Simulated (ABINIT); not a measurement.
**Sb: geometry relaxation (part 3 of 5)**

Continued. System: Sb (R-3m, 2 atoms in the cell). Method: Kohn-Sham DFT of a periodic cell, PBEsol, JTH PAW PBE v2.0, no spin polarisation (ABINIT 10.8.3); cutoff 435.38 eV, 6×6×6 k-mesh, fermi-dirac of 0.05 eV. The structure derives from an entry of the Crystallography Open Database.

Geometry of the input (Å; fractional positions):
```
2.1542  1.2437  3.7580
-2.1542  1.2437  3.7580
0.0000  -2.4875  3.7580
Sb 0.7665  0.7665  0.7665
Sb 0.2335  0.2335  0.2335
```

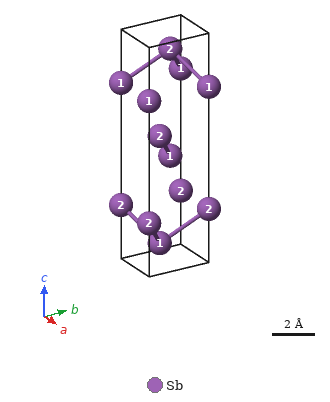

The structure as given in the input (ball-and-stick view of the cell 3 times as large as that of the calculation, set on its symmetry axes, seen slightly off an axis; atoms are numbered from 1 in the order of the input). An atom can appear more than once, as a periodic image.

**Output, continued**
```
 At SCF step    9       nres2   =  8.19E-11 < tolvrs=  1.00E-10 =>converged.

 Cartesian components of stress tensor (hartree/bohr^3)
  sigma(1 1)=  2.07275318E-06  sigma(3 2)=  0.00000000E+00
  sigma(2 2)=  2.07275301E-06  sigma(3 1)=  0.00000000E+00
  sigma(3 3)=  1.85539340E-06  sigma(2 1)=  0.00000000E+00

--- !ResultsGS
iteration_state: {dtset: 1, itime: 6, icycle: 1, }
comment   : Summary of ground state results
lattice_vectors:
- [  4.0822372,   2.3568807,   7.0637266, ]
- [ -4.0822372,   2.3568807,   7.0637266, ]
- [  0.0000000,  -4.7137615,   7.0637266, ]
lattice_lengths: [   8.49210,    8.49210,    8.49210, ]
lattice_angles: [ 57.464,  57.464,  57.464, ] # degrees, (23, 13, 12)
lattice_volume:   4.0777535E+02
convergence: {deltae: -1.461E-11, res2:  8.191E-11, residm:  2.112E-11, diffor: null, }
etotal    :  -1.65227634E+02
entropy   :   0.00000000E+00
fermie    :   2.48457348E-01
cartesian_stress_tensor: # hartree/bohr^3
- [  2.07275318E-06,   0.00000000E+00,   0.00000000E+00, ]
- [  0.00000000E+00,   2.07275301E-06,   0.00000000E+00, ]
- [  0.00000000E+00,   0.00000000E+00,   1.85539340E-06, ]
pressure_GPa:  -5.8851E-02
xred      :
- [  7.6616E-01,   7.6616E-01,   7.6616E-01, Sb]
- [  2.3384E-01,   2.3384E-01,   2.3384E-01, Sb]
cartesian_forces: # hartree/bohr
- [ -2.84882146E-22,   1.62710048E-21,   1.04599848E-04, ]
- [  2.84882146E-22,  -1.62710048E-21,  -1.04599848E-04, ]
force_length_stats: {min:   1.04599848E-04, max:   1.04599848E-04, mean:   1.04599848E-04, }
...

 Integrated electronic density in atomic spheres:
 ------------------------------------------------
 Atom  Sphere_radius  Integrated_density
    1        2.40089         12.42580877
    2        2.40089         12.42580877

---OUTPUT-----------------------------------------------------------------------

 Cartesian coordinates (xcart) [bohr]
 -2.00513344982976E-16  1.13026089463292E-16  1.62359387038009E+01
  4.38402320559192E-17 -6.96866428795758E-17  4.95524095073690E+00
 Reduced coordinates (xred)
  7.66164931281879E-01  7.66164931281879E-01  7.66164931281879E-01
  2.33835068718121E-01  2.33835068718121E-01  2.33835068718121E-01
 Cartesian forces (fcart) [Ha/bohr]; max,rms= 1.04600E-04 6.03908E-05 (free atoms)
 -2.84882145742824E-22  1.62710048184948E-21  1.04599848111408E-04
  2.84882145742824E-22 -1.62710048184948E-21 -1.04599848111408E-04
 Gradient of E wrt nuclear positions in reduced coordinates (gred)
 -7.38864724388741E-04 -7.38864724388741E-04 -7.38864724388741E-04
  7.38864724388741E-04  7.38864724388741E-04  7.38864724388741E-04
 Scale of Primitive Cell (acell) [bohr]
  8.49210104076058E+00  8.49210104076058E+00  8.49210104077905E+00
 Real space primitive translations (rprimd) [bohr]
  4.08223718919891E+00  2.35688074010208E+00  7.06372655151261E+00
 -4.08223718919891E+00  2.35688074010208E+00  7.06372655151261E+00
  0.00000000000000E+00 -4.71376148020416E+00  7.06372655151261E+00
 Unitary Cell Volume (ucvol) [Bohr^3]=  4.07775352013930E+02
 Angles (23,13,12)= [degrees]
  5.74635562028687E+01  5.74635562028687E+01  5.74635562024935E+01
 Lengths [Bohr]
  8.49210104076058E+00  8.49210104076058E+00  8.49210104077905E+00
 Stress tensor in cartesian coordinates (strten) [Ha/bohr^3]
  2.07275317984194E-06  0.00000000000000E+00  0.00000000000000E+00
  0.00000000000000E+00  2.07275300598969E-06  0.00000000000000E+00
  0.00000000000000E+00  0.00000000000000E+00  1.85539339735488E-06
 Total energy (etotal) [Ha]= -1.65227633670461E+02

 Difference of energy with previous step (new-old):
           Absolute (Ha)=-1.41213E-06
           Relative     =-8.54657E-09

--- Iteration: ( 7/50) Internal Cycle: (1/1)
--------------------------------------------------------------------------------

---SELF-CONSISTENT-FIELD CONVERGENCE--------------------------------------------

--- !BeginCycle
iteration_state: {dtset: 1, itime: 7, icycle: 1, }
solver: {iscf: 17, nstep: 80, nline: 4, wfoptalg: 10, }
tolerances: {tolvrs: 1.00E-10, }
...

     iter   Etot(hartree)      deltaE(h)  residm     nres2
 ETOT  1  -165.22764965873    -1.652E+02 2.793E-04 2.620E-03
 ETOT  2  -165.22763559628     1.406E-05 9.733E-07 1.841E-04
 ETOT  3  -165.22763428295     1.313E-06 3.407E-07 3.262E-05
 ETOT  4  -165.22763405455     2.284E-07 2.860E-08 1.264E-06
 ETOT  5  -165.22763406749    -1.294E-08 7.158E-09 3.470E-07
 ETOT  6  -165.22763406811    -6.227E-10 2.978E-10 1.293E-08
 ETOT  7  -165.22763406820    -9.567E-11 1.185E-10 3.442E-09
 ETOT  8  -165.22763406822    -1.745E-11 1.091E-10 1.171E-10
 ETOT  9  -165.22763406822     1.222E-12 1.047E-11 3.373E-11

 At SCF step    9       nres2   =  3.37E-11 < tolvrs=  1.00E-10 =>converged.

 Cartesian components of stress tensor (hartree/bohr^3)
  sigma(1 1)=  5.80435409E-07  sigma(3 2)=  0.00000000E+00
  sigma(2 2)=  5.80435235E-07  sigma(3 1)=  0.00000000E+00
  sigma(3 3)=  1.34269451E-07  sigma(2 1)=  0.00000000E+00

--- !ResultsGS
iteration_state: {dtset: 1, itime: 7, icycle: 1, }
comment   : Summary of ground state results
lattice_vectors:
- [  4.0816447,   2.3565387,   7.0601797, ]
- [ -4.0816447,   2.3565387,   7.0601797, ]
- [  0.0000000,  -4.7130773,   7.0601797, ]
lattice_lengths: [   8.48877,    8.48877,    8.48877, ]
lattice_angles: [ 57.479,  57.479,  57.479, ] # degrees, (23, 13, 12)
lattice_volume:   4.0745230E+02
convergence: {deltae:  1.222E-12, res2:  3.373E-11, residm:  1.047E-11, diffor: null, }
etotal    :  -1.65227634E+02
entropy   :   0.00000000E+00
fermie    :   2.48824660E-01
cartesian_stress_tensor: # hartree/bohr^3
- [  5.80435409E-07,   0.00000000E+00,   0.00000000E+00, ]
- [  0.00000000E+00,   5.80435235E-07,   0.00000000E+00, ]
- [  0.00000000E+00,   0.00000000E+00,   1.34269451E-07, ]
pressure_GPa:  -1.2701E-02
xred      :
- [  7.6618E-01,   7.6618E-01,   7.6618E-01, Sb]
- [  2.3382E-01,   2.3382E-01,   2.3382E-01, Sb]
cartesian_forces: # hartree/bohr
- [ -4.70279343E-22,   1.42812995E-22,  -8.09539484E-06, ]
- [  4.70279343E-22,  -1.42812995E-22,   8.09539484E-06, ]
force_length_stats: {min:   8.09539484E-06, max:   8.09539484E-06, mean:   8.09539484E-06, }
...

 Integrated electronic density in atomic spheres:
 ------------------------------------------------
 Atom  Sphere_radius  Integrated_density
    1        2.40089         12.42613839
    2        2.40089         12.42613839

---OUTPUT-----------------------------------------------------------------------

 Cartesian coordinates (xcart) [bohr]
  5.61246962471784E-17 -4.89960919432701E-17  1.62280473221835E+01
  1.18418008206208E-17 -3.88394380205070E-17  4.95249187456657E+00
 Reduced coordinates (xred)
  7.66177252214312E-01  7.66177252214312E-01  7.66177252214312E-01
  2.33822747785688E-01  2.33822747785688E-01  2.33822747785688E-01
 Cartesian forces (fcart) [Ha/bohr]; max,rms= 8.09539E-06 4.67388E-06 (free atoms)
 -4.70279343325595E-22  1.42812994635447E-22 -8.09539483736298E-06
  4.70279343325595E-22 -1.42812994635447E-22  8.09539483736298E-06
 Gradient of E wrt nuclear positions in reduced coordinates (gred)
  5.71549425553116E-05  5.71549425553116E-05  5.71549425553116E-05
 -5.71549425553116E-05 -5.71549425553116E-05 -5.71549425553116E-05
 Scale of Primitive Cell (acell) [bohr]
  8.48877114486632E+00  8.48877114486632E+00  8.48877114488479E+00
 Real space primitive translations (rprimd) [bohr]
  4.08164467752917E+00  2.35653865333005E+00  7.06017973225003E+00
 -4.08164467752917E+00  2.35653865333005E+00  7.06017973225003E+00
  0.00000000000000E+00 -4.71307730666011E+00  7.06017973225003E+00
 Unitary Cell Volume (ucvol) [Bohr^3]=  4.07452296801924E+02
 Angles (23,13,12)= [degrees]
  5.74790776285573E+01  5.74790776285573E+01  5.74790776281820E+01
 Lengths [Bohr]
  8.48877114486632E+00  8.48877114486632E+00  8.48877114488479E+00
 Stress tensor in cartesian coordinates (strten) [Ha/bohr^3]
  5.80435409239938E-07  0.00000000000000E+00  0.00000000000000E+00
  0.00000000000000E+00  5.80435235141355E-07  0.00000000000000E+00
  0.00000000000000E+00  0.00000000000000E+00  1.34269450842439E-07
 Total energy (etotal) [Ha]= -1.65227634068220E+02

 Difference of energy with previous step (new-old):
           Absolute (Ha)=-3.97759E-07
           Relative     =-2.40734E-09

--- Iteration: ( 8/50) Internal Cycle: (1/1)
--------------------------------------------------------------------------------

---SELF-CONSISTENT-FIELD CONVERGENCE--------------------------------------------

--- !BeginCycle
iteration_state: {dtset: 1, itime: 8, icycle: 1, }
solver: {iscf: 17, nstep: 80, nline: 4, wfoptalg: 10, }
tolerances: {tolvrs: 1.00E-10, }
...

     iter   Etot(hartree)      deltaE(h)  residm     nres2
 ETOT  1  -165.22763444512    -1.652E+02 6.679E-06 7.752E-05
 ETOT  2  -165.22763413111     3.140E-07 1.125E-08 7.097E-06
 ETOT  3  -165.22763409026     4.085E-08 8.260E-09 7.948E-07
 ETOT  4  -165.22763408704     3.226E-09 7.382E-10 5.997E-08
 ETOT  5  -165.22763408777    -7.350E-10 5.880E-11 2.509E-08
 ETOT  6  -165.22763408782    -4.516E-11 1.402E-11 2.490E-09
 ETOT  7  -165.22763408783    -1.424E-11 5.352E-12 7.477E-10
 ETOT  8  -165.22763408783    -9.095E-13 1.399E-12 4.318E-11

 At SCF step    8       nres2   =  4.32E-11 < tolvrs=  1.00E-10 =>converged.

 Cartesian components of stress tensor (hartree/bohr^3)
  sigma(1 1)=  2.14080387E-07  sigma(3 2)=  0.00000000E+00
  sigma(2 2)=  2.14080213E-07  sigma(3 1)=  0.00000000E+00
  sigma(3 3)= -3.60824814E-08  sigma(2 1)=  0.00000000E+00

--- !ResultsGS
iteration_state: {dtset: 1, itime: 8, icycle: 1, }
comment   : Summary of ground state results
lattice_vectors:
- [  4.0813189,   2.3563506,   7.0605580, ]
- [ -4.0813189,   2.3563506,   7.0605580, ]
- [  0.0000000,  -4.7127011,   7.0605580, ]
lattice_lengths: [   8.48888,    8.48888,    8.48888, ]
lattice_angles: [ 57.473,  57.473,  57.473, ] # degrees, (23, 13, 12)
lattice_volume:   4.0740908E+02
convergence: {deltae: -9.095E-13, res2:  4.318E-11, residm:  1.399E-12, diffor: null, }
etotal    :  -1.65227634E+02
entropy   :   0.00000000E+00
fermie    :   2.48891162E-01
cartesian_stress_tensor: # hartree/bohr^3
- [  2.14080387E-07,   0.00000000E+00,   0.00000000E+00, ]
- [  0.00000000E+00,   2.14080213E-07,   0.00000000E+00, ]
- [  0.00000000E+00,   0.00000000E+00,  -3.60824814E-08, ]
pressure_GPa:  -3.8451E-03
xred      :
- [  7.6618E-01,   7.6618E-01,   7.6618E-01, Sb]
- [  2.3382E-01,   2.3382E-01,   2.3382E-01, Sb]
cartesian_forces: # hartree/bohr
- [ -1.16740910E-20,   3.85572849E-21,  -2.99738617E-05, ]
- [  1.16740910E-20,  -3.85572849E-21,   2.99738617E-05, ]
force_length_stats: {min:   2.99738617E-05, max:   2.99738617E-05, mean:   2.99738617E-05, }
...

 Integrated electronic density in atomic spheres:
 ------------------------------------------------
 Atom  Sphere_radius  Integrated_density
    1        2.40089         12.42678020
    2        2.40089         12.42678020

---OUTPUT-----------------------------------------------------------------------

 Cartesian coordinates (xcart) [bohr]
 -5.46298175782739E-16  4.29583875776187E-16  1.62290582629572E+01
 -1.64976696048228E-16  5.72855987489294E-17  4.95261573945818E+00
 Reduced coordinates (xred)
  7.66183931501663E-01  7.66183931501663E-01  7.66183931501663E-01
  2.33816068498336E-01  2.33816068498336E-01  2.33816068498336E-01
 Cartesian forces (fcart) [Ha/bohr]; max,rms= 2.99739E-05 1.73054E-05 (free atoms)
 -1.16740909918741E-20  3.85572849074397E-21 -2.99738617160597E-05
  1.16740909918741E-20 -3.85572849074397E-21  2.99738617160597E-05
 Gradient of E wrt nuclear positions in reduced coordinates (gred)
  2.11632189154352E-04  2.11632189154352E-04  2.11632189154352E-04
 -2.11632189154352E-04 -2.11632189154352E-04 -2.11632189154352E-04
 Scale of Primitive Cell (acell) [bohr]
  8.48887691183652E+00  8.48887691183652E+00  8.48887691185499E+00
 Real space primitive translations (rprimd) [bohr]
  4.08131889909438E+00  2.35635056506303E+00  7.06055800080513E+00
 -4.08131889909438E+00  2.35635056506303E+00  7.06055800080513E+00
  0.00000000000000E+00 -4.71270113012606E+00  7.06055800080513E+00
 Unitary Cell Volume (ucvol) [Bohr^3]=  4.07409084288412E+02
 Angles (23,13,12)= [degrees]
  5.74732792255260E+01  5.74732792255260E+01  5.74732792251508E+01
 Lengths [Bohr]
  8.48887691183652E+00  8.48887691183652E+00  8.48887691185499E+00
 Stress tensor in cartesian coordinates (strten) [Ha/bohr^3]
  2.14080386751192E-07  0.00000000000000E+00  0.00000000000000E+00
  0.00000000000000E+00  2.14080212624854E-07  0.00000000000000E+00
  0.00000000000000E+00  0.00000000000000E+00 -3.60824814211319E-08
 Total energy (etotal) [Ha]= -1.65227634087833E+02

 Difference of energy with previous step (new-old):
           Absolute (Ha)=-1.96135E-08
           Relative     =-1.18706E-10

--- Iteration: ( 9/50) Internal Cycle: (1/1)
--------------------------------------------------------------------------------

---SELF-CONSISTENT-FIELD CONVERGENCE--------------------------------------------

--- !BeginCycle
iteration_state: {dtset: 1, itime: 9, icycle: 1, }
solver: {iscf: 17, nstep: 80, nline: 4, wfoptalg: 10, }
tolerances: {tolvrs: 1.00E-10, }
...

     iter   Etot(hartree)      deltaE(h)  residm     nres2
 ETOT  1  -165.22763410871    -1.652E+02 4.023E-07 8.272E-06
 ETOT  2  -165.22763409503     1.368E-08 1.450E-09 1.018E-06
 ETOT  3  -165.22763409154     3.490E-09 2.469E-09 3.729E-08
 ETOT  4  -165.22763409160    -5.292E-11 9.039E-11 4.545E-09
 ETOT  5  -165.22763409164    -4.320E-11 1.262E-11 1.467E-09
 ETOT  6  -165.22763409164    -3.325E-12 2.905E-12 2.017E-10
 ETOT  7  -165.22763409164    -1.251E-12 6.165E-13 2.662E-11

 At SCF step    7       nres2   =  2.66E-11 < tolvrs=  1.00E-10 =>converged.

 Cartesian components of stress tensor (hartree/bohr^3)
  sigma(1 1)=  1.28361559E-07  sigma(3 2)=  0.00000000E+00
  sigma(2 2)=  1.28361384E-07  sigma(3 1)=  0.00000000E+00
  sigma(3 3)= -3.46362370E-08  sigma(2 1)=  0.00000000E+00

--- !ResultsGS
iteration_state: {dtset: 1, itime: 9, icycle: 1, }
comment   : Summary of ground state results
lattice_vectors:
- [  4.0812073,   2.3562861,   7.0607870, ]
- [ -4.0812073,   2.3562861,   7.0607870, ]
- [  0.0000000,  -4.7125723,   7.0607870, ]
lattice_lengths: [   8.48900,    8.48900,    8.48900, ]
lattice_angles: [ 57.471,  57.471,  57.471, ] # degrees, (23, 13, 12)
lattice_volume:   4.0740002E+02
convergence: {deltae: -1.251E-12, res2:  2.662E-11, residm:  6.165E-13, diffor: null, }
etotal    :  -1.65227634E+02
entropy   :   0.00000000E+00
fermie    :   2.48907603E-01
cartesian_stress_tensor: # hartree/bohr^3
- [  1.28361559E-07,   0.00000000E+00,   0.00000000E+00, ]
- [  0.00000000E+00,   1.28361384E-07,   0.00000000E+00, ]
- [  0.00000000E+00,   0.00000000E+00,  -3.46362370E-08, ]
pressure_GPa:  -2.1780E-03
xred      :
- [  7.6618E-01,   7.6618E-01,   7.6618E-01, Sb]
- [  2.3382E-01,   2.3382E-01,   2.3382E-01, Sb]
cartesian_forces: # hartree/bohr
- [ -1.45400457E-21,  -1.07142869E-21,  -3.10061756E-05, ]
- [  1.45400457E-21,   1.07142869E-21,   3.10061756E-05, ]
force_length_stats: {min:   3.10061756E-05, max:   3.10061756E-05, mean:   3.10061756E-05, }
...

 Integrated electronic density in atomic spheres:
 ------------------------------------------------
 Atom  Sphere_radius  Integrated_density
    1        2.40089         12.42841600
    2        2.40089         12.42841600

---OUTPUT-----------------------------------------------------------------------
```
